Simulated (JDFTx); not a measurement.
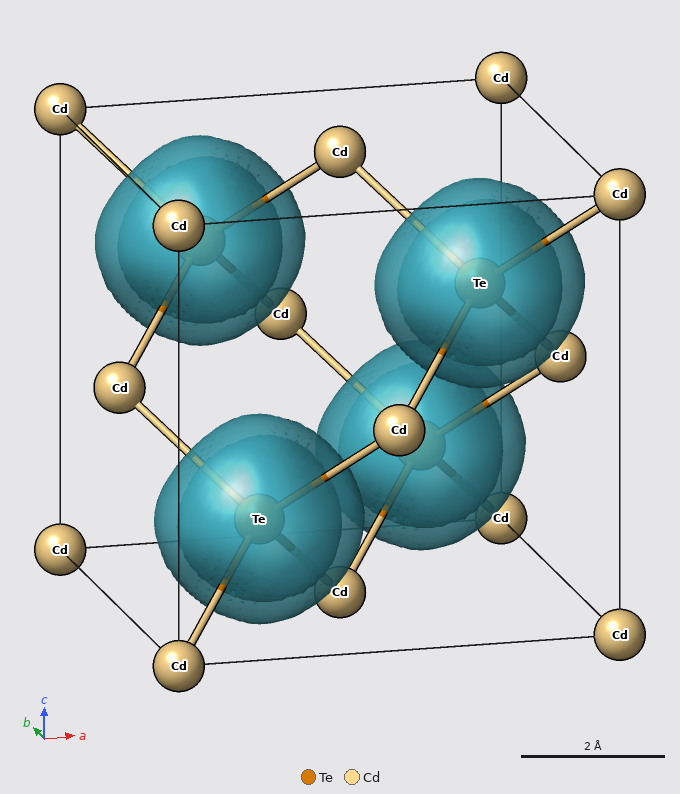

*CdTe. Isosurface of the ELF at 0.6 (cyan), seen slightly off an axis. Only the valence region is drawn (cores and ρ < 0.01 e/Å³ removed). Sticks mark near contacts.*

Space group F-43m.

All numbers below come from Kohn-Sham DFT of a periodic cell, LDA, PseudoDojo-SR-LDA-0.4.1-standard in JDFTx 1.7.0 (patched build).

Core electrons are replaced by pseudopotentials, and the valence fields are smoothed inside the atomic spheres.

Question: Describe the localisation domains.

Answer: The ELF exceeds this value in four regions wrapped around Te (the valence shell of each), counted in one cell of 8 atoms. Any copies at cell faces, edges or corners count once. Profiles from the grid: Cd–Te (2.78 Å): the ELF is about 0.50 at the midpoint.
